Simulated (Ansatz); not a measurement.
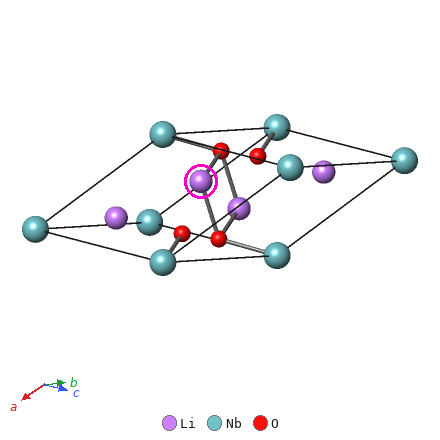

The system is Li₄NbO₄ (I4/m, No. 87; 9 atoms in the cell); the picture shows the reference structure. 
- One atom moved over a plane, all else fixed (x along [1 0 0], y along [0 −1 0], z along [0 0 −1] of the conventional cell).
- First axis: shift of Li1 along x. Second axis: shift of Li1 along y.
- Nothing is relaxed (all other atoms fixed).
- The grid has 9 × 9 points. At 6 points there is no value (left out of the scan, as a rule where atoms come close).
- Points are written as (first, second).
- All energies are given in eV per cell relative to the lowest grid point.
- These are results of DFT PBEsol, scalar-relativistic, plane waves, PAW (Ansatz), not measurements. Settings: cutoff 420 eV, k-mesh 10×10×10, gaussian smearing 0.05 eV, no spin polarisation.

Its coordinates:

```yaml
crystal:
  lattice:
    - [-3.81195, 3.81195, 1.63010]
    - [3.81195, -3.81195, 1.63010]
    - [3.81195, 3.81195, -1.63010]
  atoms:
    - { symbol: Li, position: [0.33415, 0.15733, 0.49148] }
    - { symbol: Li, position: [0.84267, 0.33415, 0.17683] }
    - { symbol: Li, position: [0.15733, 0.66585, 0.82317] }
    - { symbol: Li, position: [0.66585, 0.84267, 0.50852] }
    - { symbol: Nb, position: [0.00000, 0.00000, 0.00000] }
    - { symbol: O, position: [0.75893, 0.07971, 0.83864] }
    - { symbol: O, position: [0.92029, 0.75893, 0.67922] }
    - { symbol: O, position: [0.07971, 0.24107, 0.32078] }
    - { symbol: O, position: [0.24107, 0.92029, 0.16136] }
```

The input of one point:

```yaml
crystal:
  lattice:
    - [-3.8119495391, 3.8119495391, 1.6301049253]
    - [3.8119495391, -3.8119495391, 1.6301049253]
    - [3.8119495391, 3.8119495391, -1.6301049253]
  atoms:
    - { symbol: Li, position: [0.3341549847, 0.157328022, 0.4914830067] }
    - { symbol: Li, position: [0.842671978, 0.3341549847, 0.1768269627] }
    - { symbol: Li, position: [0.157328022, 0.6658450153, 0.8231730373] }
    - { symbol: Li, position: [0.6658450153, 0.842671978, 0.5085169933] }
    - { symbol: Nb, position: [0.0, 0.0, 0.0] }
    - { symbol: O, position: [0.7589255465, 0.0797104317, 0.8386359782] }
    - { symbol: O, position: [0.9202895683, 0.7589255465, 0.6792151148] }
    - { symbol: O, position: [0.0797104317, 0.2410744535, 0.3207848852] }
    - { symbol: O, position: [0.2410744535, 0.9202895683, 0.1613640218] }
basis:
  ecutwfc: 420
kpoints:
  mp_grid: { grid: [10, 10, 10] }
hamiltonian:
  xc: pbesol
  pseudopotentials: { kind: paw, azcp: { folder: soft_1 } }
scf:
  occupations: { method: gaussian, width: 0.05 }
output:
  forces: true
  stress: true
  eigenvalues: true
```

Range: shift of Li1 along x from −0.810 to 0.810 Å; shift of Li1 along y from −0.810 to 0.810 Å.

> What will the energy surface look like?

The lowest grid point is at (0.000 Å, 0.000 Å). No other kind of well shows on this grid. The highest grid point, (−0.608 Å, 0.810 Å), lies 6.98 eV above the lowest. Near the minimum the curvatures are about 3.2 and 5.9 eV/Å² along the soft and the stiff direction. The gap on the k-mesh is 1.3 eV at the lowest point and runs from 1.1 to 1.3 eV over the map.

| shift of Li1 along y ↓, shift of Li1 along x → | −0.810 | −0.608 | −0.405 | −0.203 | 0.000 | 0.203 | 0.405 | 0.608 | 0.810 |
| --- | --- | --- | --- | --- | --- | --- | --- | --- | --- |
| 0.810 | – | 6.98 | 4.12 | 3.32 | 3.74 | 4.84 | 6.08 | – | – |
| 0.608 | – | 5.52 | 2.65 | 1.64 | 1.54 | 1.93 | 2.48 | 2.96 | 3.20 |
| 0.405 | – | 4.12 | 1.68 | 0.74 | 0.52 | 0.66 | 0.96 | 1.30 | 1.61 |
| 0.203 | – | 2.82 | 1.02 | 0.30 | 0.10 | 0.18 | 0.41 | 0.71 | 1.05 |
| 0.000 | 4.21 | 1.79 | 0.61 | 0.12 | 0.00 | 0.09 | 0.32 | 0.63 | 0.99 |
| −0.203 | 2.51 | 1.13 | 0.42 | 0.12 | 0.07 | 0.20 | 0.45 | 0.79 | 1.19 |
| −0.405 | 1.60 | 0.84 | 0.41 | 0.23 | 0.24 | 0.41 | 0.69 | 1.07 | 1.51 |
| −0.608 | 1.27 | 0.81 | 0.54 | 0.43 | 0.47 | 0.65 | 0.95 | 1.35 | 1.82 |
| −0.810 | 1.28 | 0.97 | 0.76 | 0.68 | 0.72 | 0.89 | 1.18 | 1.58 | 2.07 |

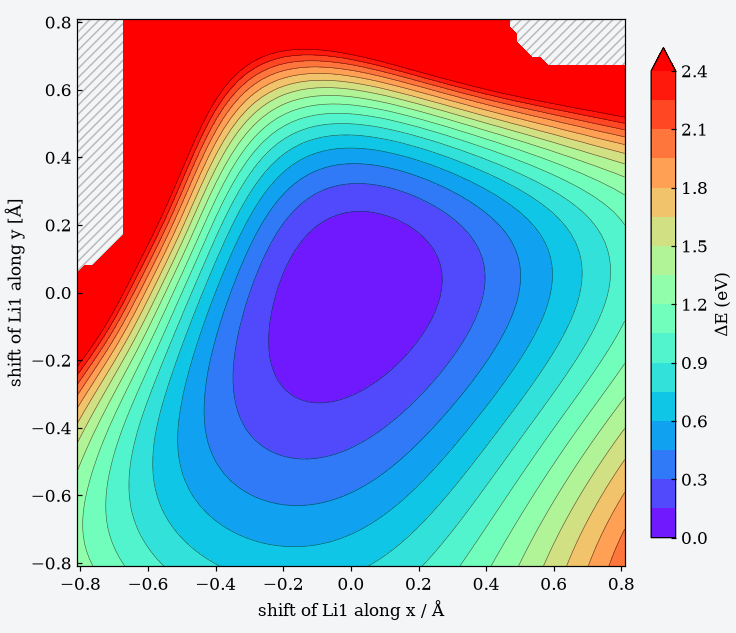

The picture shows filled contours, one colour for all values above the top of the scale, hatched blanks where no value was computed. Between grid points the surface is interpolated.

Each point was launched as `ansatz run input.yaml --threads 4 --pin off --max-ram 8192MiB --backend cpu --events-out ev --progress --plain --runs-dir out`. The whole map (75 points run) took 25 min on 4 threads of Arm Neoverse V2, on a shared host.
